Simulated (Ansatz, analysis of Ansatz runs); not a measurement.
## Reproducing a measured local vibrational mode: S on a Se site in ZnSe

Subject: S on a Se site in ZnSe. Wanted: its local vibrational mode, in one set-up (PBE, 64-site cell, PBE lattice, 420 eV, k: the single point 1/4 1/4 1/4). The model is a cell of 64 host atoms with 1 Se taken out and 1 S put in. The frequencies come from force constants among the defect atom and its neighbours, with the masses of the isotopes named. A local or semilocal functional is the cheapest first rung.

**The experiment.** Threefold local mode of S: 297 cm⁻¹, by Infrared reflectivity with Kramers-Kronig analysis (ZnSe with ~1% S) (“Optical Studies of Lattice Vibration in II-VI Semiconducting Compounds”, 1968, M. Balkanski). The calculation is set beside it at the end.

Main program and level: Ansatz 0.2.0; plane-wave PAW DFT, PBE; relaxation of all atoms of a defect supercell.

## 1. Starting point

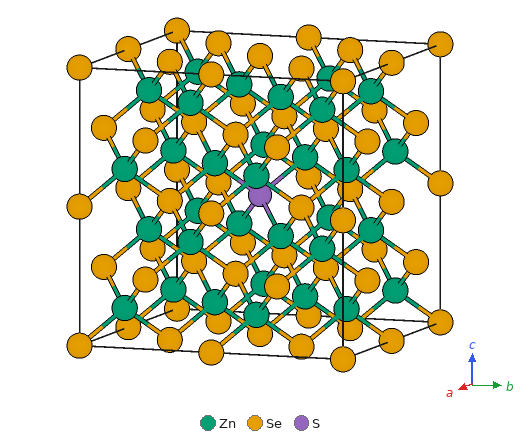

Start, viewed slightly off an axis; zinc teal, selenium orange, sulfur purple. Bonds to atoms that aren't drawn are left out. Some periodic images of atoms are drawn too.

The cell holds 64 atoms: 32 Zn, 31 Se and 1 S. Its edges and angles: a = 11.464 Å, b = 11.464 Å, c = 11.464 Å, α = 90.0°, β = 90.0°, γ = 90.0°. It derives from ZnSe (space group F-43m). Nearest the centre at fractional (0.375, 0.375, 0.625): S16 at 0.00 Å, Zn27 at 2.48 Å, Zn57 at 2.48 Å, Zn12 at 2.48 Å, Zn42 at 2.48 Å, Se46 at 4.05 Å, Se31 at 4.05 Å, Se14 at 4.05 Å.

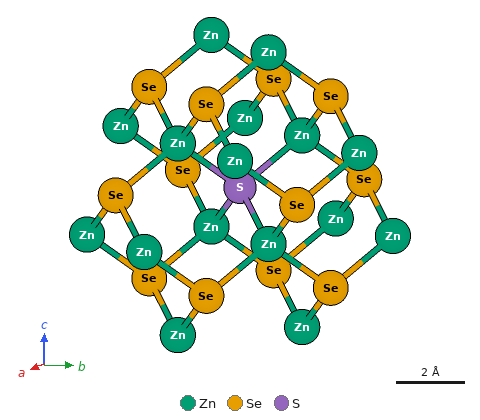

The atoms within 5 Å of the centre.

The host's primitive cell comes from a first run (plane-wave PAW DFT, PBE; relaxation of the host's cell and atoms): vectors of 4.053, 4.053 and 4.053 Å. That is 23.54 Å³ an atom, 3.4 % over the diffraction cell's volume. The supercell is built on it.

## 2. Relaxation, charge 0

Every later number rests on the structure around the defect, so the atoms are relaxed at the host's lattice first.

Contents of relax/input.yaml:

```yaml
relax:
  f_tol: 0.01
  max_steps: 80
  escape_saddle: false
crystal:
  lattice:
    - [11.46365848, 0.0, 0.0]
    - [0.0, 0.0, -11.46365848]
    - [0.0, 11.46365848, 0.0]
  atoms:
    - { symbol: Zn, position: [0.0, 0.0, 0.0] }
    - { symbol: Zn, position: [0.0, 0.25, 0.25] }
    - { symbol: Zn, position: [0.25, 0.0, 0.25] }
    - { symbol: Zn, position: [0.25, 0.25, 0.0] }
    - { symbol: Se, position: [0.125, 0.125, 0.125] }
    - { symbol: Se, position: [0.125, 0.375, 0.375] }
    - { symbol: Se, position: [0.375, 0.125, 0.375] }
    - { symbol: Se, position: [0.375, 0.375, 0.125] }
    - { symbol: Zn, position: [0.0, 0.0, 0.5] }
    - { symbol: Zn, position: [0.0, 0.25, 0.75] }
    - { symbol: Zn, position: [0.25, 0.0, 0.75] }
    - { symbol: Zn, position: [0.25, 0.25, 0.5] }
    - { symbol: Se, position: [0.125, 0.125, 0.625] }
    - { symbol: Se, position: [0.125, 0.375, 0.875] }
    - { symbol: Se, position: [0.375, 0.125, 0.875] }
    - { symbol: S, position: [0.375, 0.375, 0.625] }
    - { symbol: Zn, position: [0.0, 0.5, 0.0] }
    - { symbol: Zn, position: [0.0, 0.75, 0.25] }
    - { symbol: Zn, position: [0.25, 0.5, 0.25] }
    - { symbol: Zn, position: [0.25, 0.75, 0.0] }
    - { symbol: Se, position: [0.125, 0.625, 0.125] }
    - { symbol: Se, position: [0.125, 0.875, 0.375] }
    - { symbol: Se, position: [0.375, 0.625, 0.375] }
    - { symbol: Se, position: [0.375, 0.875, 0.125] }
    - { symbol: Zn, position: [0.0, 0.5, 0.5] }
    - { symbol: Zn, position: [0.0, 0.75, 0.75] }
    - { symbol: Zn, position: [0.25, 0.5, 0.75] }
    - { symbol: Zn, position: [0.25, 0.75, 0.5] }
    - { symbol: Se, position: [0.125, 0.625, 0.625] }
    - { symbol: Se, position: [0.125, 0.875, 0.875] }
    - { symbol: Se, position: [0.375, 0.625, 0.875] }
    - { symbol: Se, position: [0.375, 0.875, 0.625] }
    - { symbol: Zn, position: [0.5, 0.0, 0.0] }
    - { symbol: Zn, position: [0.5, 0.25, 0.25] }
    - { symbol: Zn, position: [0.75, 0.0, 0.25] }
    - { symbol: Zn, position: [0.75, 0.25, 0.0] }
    - { symbol: Se, position: [0.625, 0.125, 0.125] }
    - { symbol: Se, position: [0.625, 0.375, 0.375] }
    - { symbol: Se, position: [0.875, 0.125, 0.375] }
    - { symbol: Se, position: [0.875, 0.375, 0.125] }
    - { symbol: Zn, position: [0.5, 0.0, 0.5] }
    - { symbol: Zn, position: [0.5, 0.25, 0.75] }
    - { symbol: Zn, position: [0.75, 0.0, 0.75] }
    - { symbol: Zn, position: [0.75, 0.25, 0.5] }
    - { symbol: Se, position: [0.625, 0.125, 0.625] }
    - { symbol: Se, position: [0.625, 0.375, 0.875] }
    - { symbol: Se, position: [0.875, 0.125, 0.875] }
    - { symbol: Se, position: [0.875, 0.375, 0.625] }
    - { symbol: Zn, position: [0.5, 0.5, 0.0] }
    - { symbol: Zn, position: [0.5, 0.75, 0.25] }
    - { symbol: Zn, position: [0.75, 0.5, 0.25] }
    - { symbol: Zn, position: [0.75, 0.75, 0.0] }
    - { symbol: Se, position: [0.625, 0.625, 0.125] }
    - { symbol: Se, position: [0.625, 0.875, 0.375] }
    - { symbol: Se, position: [0.875, 0.625, 0.375] }
    - { symbol: Se, position: [0.875, 0.875, 0.125] }
    - { symbol: Zn, position: [0.5, 0.5, 0.5] }
    - { symbol: Zn, position: [0.5, 0.75, 0.75] }
    - { symbol: Zn, position: [0.75, 0.5, 0.75] }
    - { symbol: Zn, position: [0.75, 0.75, 0.5] }
    - { symbol: Se, position: [0.625, 0.625, 0.625] }
    - { symbol: Se, position: [0.625, 0.875, 0.875] }
    - { symbol: Se, position: [0.875, 0.625, 0.875] }
    - { symbol: Se, position: [0.875, 0.875, 0.625] }
basis:
  ecutwfc: 420
  xc_grid: 2
hamiltonian:
  xc: pbe
kpoints:
  mp_grid: { grid: [1, 1, 1], shift: [0.25, 0.25, 0.25] }
scf:
  occupations: { method: fermi_dirac, width: 0.01 }
  max_iter: 120
output:
  forces: true
checkpoint:
  write: "../relax.run"
  compress: false
  write_wavefunctions: true
  write_every: 100000
```

Launch:

```console
$ ansatz run input.yaml --threads 4 --pin off --max-ram 7536MiB --backend cpu --events-out ev --progress --plain --runs-dir out
```

Numbers of over 12 decimals in the logs are rounded to 6 here.

The log of the run:

```text
[... repeated set-up lines and file paths are left out, and long positions are rounded to six places ...]
Engine: ansatz 0.2.0, aarch64-unknown-linux-gnu
Pseudopotentials: kind: paw
Pseudopotential: Zn, paw, valence charge 12, recommended cutoff 420 eV (normal), Zn.paw.azcp
Pseudopotential: Se, paw, valence charge 16, recommended cutoff 420 eV (normal), Se.paw.azcp
Pseudopotential: S, paw, valence charge 6, recommended cutoff 420 eV (normal), S.paw.azcp
Functional definition: PBE
  parameter kappa = 0.804
  parameter beta = 0.066725
  exchange = pbe_x(kappa = kappa, mu = beta*pi^2/3)
  correlation = pbe_c(beta = beta)
Crystal: 64 atoms, lattice volume = 1506.502 Å³
Basis set: ecut = 420 eV, 29423 PW (Γ), exchange–correlation on 160×160×160 points (8 copies of the dense FFT grid, shifted against one another)
Bands: 532, of which v1, the nominal top of the filled ones, is band 443 counted from 1 (442 counted from 0)
Symmetry: 6 space group operations
k-points: 1
Non-local potential: Zn, projectors of the file, l = 0: 2, l = 1: 2, l = 2: 3, l = 3: 1
Non-local potential: Se, projectors of the file, l = 0: 2, l = 1: 2, l = 2: 3, l = 3: 1
Non-local potential: S, projectors of the file, l = 0: 2, l = 1: 2, l = 2: 2
PAW form: soft (Blöchl's): semilocal exchange-correlation on the pseudo side does not see the compensation charge
PAW one-centre angular grid: Zn, 590 points (default); XC on 64 Gauss nodes
PAW one-centre angular grid: Se, 590 points (default); XC on 64 Gauss nodes
PAW one-centre angular grid: S, 110 points (default); XC on 64 Gauss nodes
Initial density: superposition of atomic densities (neutral atoms: chi_scale 0, normalization atom), corrected by the library's trained network
Initial wavefunctions: pseudopotential atomic-orbital guess
Functional: x = pbe(κ = 0.804, μ = 0.219515), c = pbe(β = 0.066725)
SCF iter   1: F=—  HF=-276698.213309 eV  |F-HF|=—  |Δ(HF+E_count)|=         —  Δρ=1.32e-3  dr2=3.07e-2  ethr=1.77e-3  ⟨swp⟩=6.0  Hψ=2070  notcnv=0  defer=5
preconditioner: auto → Resta (q_TF=auto, 2.497 Å⁻¹)  ε∞=5.5  [insulator: Δε(μ)=2.287 eV  Ē_g=10.775 eV  σ=0.010 eV  W_gap=1.00  n_scr=388 (ndim 8)  ℏωp=23.0 eV  f_vac=0.127  D(μ)=0.00/eV (n_scr^D=0)  ε∞_Penn≈5.5]
SCF iter   2: F=—  HF=-276698.206063 eV  |F-HF|=—  |Δ(HF+E_count)|=   7.25e-3  Δρ=7.26e-4  dr2=8.55e-3  ethr=3.47e-6  ⟨swp⟩=2.0  Hψ=908  notcnv=0  defer=81
SCF iter   3: F=—  HF=-276698.206699 eV  |F-HF|=—  |Δ(HF+E_count)|=   6.36e-4  Δρ=2.90e-4  dr2=9.53e-4  ethr=9.65e-7  ⟨swp⟩=2.0  Hψ=746  notcnv=0  defer=81
SCF iter   4: F=—  HF=-276698.205842 eV  |F-HF|=—  |Δ(HF+E_count)|=   8.57e-4  Δρ=1.14e-4  dr2=2.20e-4  ethr=1.08e-7  ⟨swp⟩=2.0  Hψ=735  notcnv=0  defer=81
SCF iter   5: F=—  HF=-276698.205990 eV  |F-HF|=—  |Δ(HF+E_count)|=   1.47e-4  Δρ=4.70e-5  dr2=4.08e-5  ethr=2.48e-8  ⟨swp⟩=2.0  Hψ=739  notcnv=0  defer=81
SCF iter   6: F=—  HF=-276698.206044 eV  |F-HF|=—  |Δ(HF+E_count)|=   5.43e-5  Δρ=1.45e-5  dr2=3.62e-6  ethr=4.60e-9  ⟨swp⟩=2.0  Hψ=739  notcnv=0  defer=81
SCF iter   7: F=-276698.206050 eV  HF=-276698.206050 eV  |F-HF|=3.55e-7  |Δ(HF+E_count)|=   5.80e-6  Δρ=4.44e-6  dr2=3.22e-7  ethr=2.82e-10  ⟨swp⟩=4.0  Hψ=1423  notcnv=0
SCF 1 converged in 7 iterations: F = -276698.206050 eV  dr2 = 3.22e-7
  greatest PAW one-centre occupation: 1.000 electrons in one spin orbital (limit 2), on the Se atom at site 23 (counted from 0), in its partial waves of l = 2
relax step   1: F+E_penalty+E_count = -276698.20605010 eV  Δ(F+E_penalty+E_count) = +0.000e0 eV  max|allowed force component| = 3.059e-1 eV/Å  Δτ_max = 0.0000 Å  (7 SCF iters, dr2 threshold 2.50e-6 eV, accepted)
[... the SCF cycles and remarks between the steps are left out from here to the last step ...]
relax step   2: F+E_penalty+E_count = -276698.29670615 eV  Δ(F+E_penalty+E_count) = -9.066e-2 eV  max|allowed force component| = 1.254e-1 eV/Å  Δτ_max = 0.0633 Å  (6 SCF iters, dr2 threshold 5.85e-6 eV, accepted)
relax step   3: F+E_penalty+E_count = -276698.30940578 eV  Δ(F+E_penalty+E_count) = -1.270e-2 eV  max|allowed force component| = 8.189e-3 eV/Å  Δτ_max = 0.0326 Å  (6 SCF iters, dr2 threshold 9.83e-7 eV, accepted)
iter 1 solved again at ethr=1.02e-10 eV; its pass at ethr=3.10e-3 eV (dr2=9.06e-7 eV) is discarded
SCF iter   1: F=—  HF=-276698.309959 eV  |F-HF|=—  |Δ(HF+E_count)|=         —  Δρ=6.03e-6  dr2=9.05e-7  ethr=1.02e-10  ⟨swp⟩=1.0  Hψ=1476  notcnv=0  defer=81
SCF iter   2: F=—  HF=-276698.309406 eV  |F-HF|=—  |Δ(HF+E_count)|=   5.53e-4  Δρ=4.02e-6  dr2=4.35e-7  ethr=1.02e-10  ⟨swp⟩=2.0  Hψ=885  notcnv=0  defer=81
SCF iter   3: F=—  HF=-276698.309406 eV  |F-HF|=—  |Δ(HF+E_count)|=   3.06e-7  Δρ=2.59e-6  dr2=1.77e-7  ethr=4.91e-11  ⟨swp⟩=2.0  Hψ=728  notcnv=0  defer=81
SCF iter   4: F=-276698.309406 eV  HF=-276698.309406 eV  |F-HF|=2.44e-8  |Δ(HF+E_count)|=   1.33e-7  Δρ=1.61e-6  dr2=4.33e-8  ethr=1.13e-11  ⟨swp⟩=4.0  Hψ=1582  notcnv=0
SCF 4 converged in 4 iterations: F = -276698.309406 eV  dr2 = 4.33e-8
relax step   4: F+E_penalty+E_count = -276698.30940621 eV  Δ(F+E_penalty+E_count) = -4.323e-7 eV  max|allowed force component| = 8.199e-3 eV/Å  Δτ_max = 0.0000 Å  (4 SCF iters, accepted)
NSCF: frozen V_eff on 1 k-points
the band table was solved once a step of the walk had ended and its energy, with any forces and stress, was formed, with the checks that follow a solve (1622 applications of the Hamiltonian). They found nothing against the state; [...]
SCF converged after 4 iterations
Free energy (F): -276698.309406 eV
Harris-Foulkes:  -276698.309406 eV  (|F-HF|=2.44e-8)
Internal energy: -276698.309406 eV  (E = F + TS)
E sigma→0 (E₀):  -276698.309406 eV
Fermi energy:    7.252697 eV
--- Per-component energies (eV) ---
  E_band       = -12181.913731
  E_kinetic    = 7963.892148
  E_local      = -140360.231854  (includes V_loc(G=0)·N_el)
  E_nonlocal   = 1223.641184
  E_hartree    = 64859.077274
  E_xc         = -7704.057516
  E_vxc        = -4775.833666  (∫ρ·V_xc dr)
  E_paw        = -118363.247784  (= ΣΔE_a)
  E_vpaw       = -5951.489532  (= ΣTr[D̂ρ^β])
  E_aug_tail   = -0.029344  (compensation charges beyond the density's cutoff)
  E_ewald      = -84317.353516
  E_smearing   = -0.000000  (= −TS)
  E_closure    = 0.000000  (closes the sum)
  Σ components = -276698.309406   (vs F -276698.309406, Δ=0.00e0)
--- Forces (eV/Å), atoms counted from 1 ---
  atom   1  Zn     0.00198766     0.00182300    -0.00198766
  atom   2  Zn     0.00273520     0.00273520     0.00400767
  [... 4 atoms left out ...]
  atom   7  Se     0.00326867    -0.00257080     0.00257080
  [... 4 atoms left out ...]
  atom  12  Zn    -0.00545062    -0.00545062     0.00545062
  atom  13  Se    -0.00257080     0.00326867     0.00257080
  atom  14  Se    -0.00056214    -0.00271951     0.00799873
  [... 1 atom left out ...]
  atom  16  S     -0.00065307    -0.00065307     0.00065307
  [... 10 atoms left out ...]
  atom  27  Zn    -0.00431390     0.00812392    -0.00812392
  [... 1 atom left out ...]
  atom  29  Se    -0.00056214    -0.00799873     0.00271951
  [... 1 atom left out ...]
  atom  31  Se     0.00541422    -0.00213024     0.00213024
  [... 10 atoms left out ...]
  atom  42  Zn     0.00812392     0.00812392     0.00431390
  [... 14 atoms left out ...]
  atom  57  Zn     0.00812392    -0.00431390    -0.00812392
  [... 7 atoms left out ...]
  max |Σ_I F_I| component: 4.51e-7 eV/Å
--- Band table (eV) ---
  k-point 0: bands = ["-40.5371", "-40.5371", "-40.5371", "-40.5320", [... 524 left out ...] "13.2465", "13.2465", "13.2808", "13.4725"]
--- Relaxed structure (4 steps of the walk, 4 accepted, 0 SCFs on fresh bases) ---
  F+E_penalty+E_count = -276698.30940621 eV   max|allowed force component| = 8.199e-3 eV/Å
  atoms:
    - { symbol: Zn, position: [0.000183, 0.000183, 7.983778966829807e-5] }
    - { symbol: Zn, position: [0.000807, 0.250395, 0.250807] }
    [... 4 atoms left out ...]
    - { symbol: Se, position: [0.374624, 0.126400, 0.376400] }
    [... 4 atoms left out ...]
    - { symbol: Zn, position: [0.254826, 0.254826, 0.504826] }
    - { symbol: Se, position: [0.126400, 0.126400, 0.624624] }
    - { symbol: Se, position: [0.126398, 0.375180, 0.873365] }
    [... 1 atom left out ...]
    - { symbol: S, position: [0.374819, 0.374819, 0.624819] }
    [... 10 atoms left out ...]
    - { symbol: Zn, position: [0.254814, 0.495394, 0.745394] }
    [... 1 atom left out ...]
    - { symbol: Se, position: [0.126398, 0.623365, 0.625180] }
    [... 1 atom left out ...]
    - { symbol: Se, position: [0.374516, 0.623354, 0.873354] }
    [... 10 atoms left out ...]
    - { symbol: Zn, position: [0.495394, 0.254814, 0.745394] }
    [... 14 atoms left out ...]
    - { symbol: Zn, position: [0.495394, 0.495394, 0.504814] }
    [... 7 atoms left out ...]
```

Elapsed: 3.1 min, on 4 threads of Arm Neoverse V1, shared host; peak memory 4.4 GiB.

[end of part 1 of 2]

[Logs are printed without paths, hosts, clocks, repeated set-up lines and the standing remarks that a program may print on its own settings, such as how far it seeks lower states.]

[Hosts, paths, dates, database ids (printed as entryN), source tags and the programs' standing remarks are cut or masked in the printed files.]

[For some hosts the program warned that the k-mesh of the response run may be too coarse for force constants and the static dielectric constant; such warnings are not shown here.]
